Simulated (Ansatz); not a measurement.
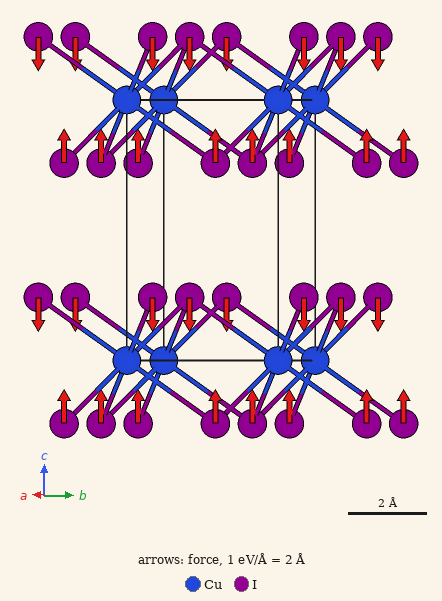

Starting geometry of a crystal of CuI2 (a generated structure, set up in P-3m1) with the computed forces as red arrows. The picture is a ball-and-stick view of the cell of the calculation, seen from a free direction.

The start is a swapped structure.

Computed with Ansatz, DFT, PAW plane waves, PBE.

Input file:
```yaml
crystal:
  lattice:
    - [4.087019, 0.0, 0.0]
    - [-2.04351, 3.539463, 0.0]
    - [0.0, 0.0, 6.751842]
  atoms:
    - { symbol: Cu, position: [0.0, 0.0, 0.0] }
    - { symbol: I, position: [0.3333, 0.6667, 0.75763] }
    - { symbol: I, position: [0.6667, 0.3333, 0.24237] }
  symmetry: { tolerance: 0.0003 }
kpoints:
  mp_grid: { grid: [10, 10, 5], shift: [0, 0, 0] }
magnetization:
  spin_polarized: false
scf:
  occupations: { method: fermi_dirac, width: 0.0284 }
  lower_state_search: "off"
hamiltonian:
  pseudopotentials: { kind: paw }
  xc: pbe
basis:
  ecutwfc: 420
  fft_grid_basis: typed
relax:
  max_steps: 80
  cell: { p_target: 0.0 }
output:
  forces: true
  stress: true
  eigenvalues: true
  bader: true
  populations: true
  elf: true
  write_potential: true
  volumetric_format: npy
  dos:
    e_range: [-12, 8]
    de: 0.05
    projected: { site_lists: { Cu: [Cu], I: [I] } }
checkpoint:
  read: saved_state
```

Run as
```bash
ansatz run input.yaml --threads 2 --pin off --max-ram 2560MiB --backend cpu --events-out ev --progress --plain --runs-dir out
```

> Is this structure relaxed? If not, where do the atoms go?

It isn't relaxed: the largest force vector, on I atoms, is 0.45 eV/Å. The atoms end up moving mostly along the starting forces (cosine between the two patterns 1.00). The largest moves relative to the cell, 0.25 Å, are those of I2 and I3. I2 goes along +c. Cu stays in place. The drawn cell changes as follows: a = b 4.087 → 3.933 Å (−3.8 %), c 6.752 → 7.644 Å (+13.2 %); the volume changes by +4.9 %. Among the contacts that change: Cu1–I2 2.872 → 2.781 Å. The space group stays P-3m1 (No. 164). The energy falls by 32.4 meV per atom in 10 accepted moves (12 points after the start). Largest force component: 0.45 eV/Å at the start, 0.0017 eV/Å at the end. Pressure: −2.36 GPa at the start and −0.01 GPa at the end. The SCF was repeated twice at an unchanged geometry on a basis and grid sized afresh for the cell, which shifted the energy by 0.3 meV per atom at most.

Limits of the set-up: an odd number of electrons was run without spin polarisation, which fails if the electron would localise.
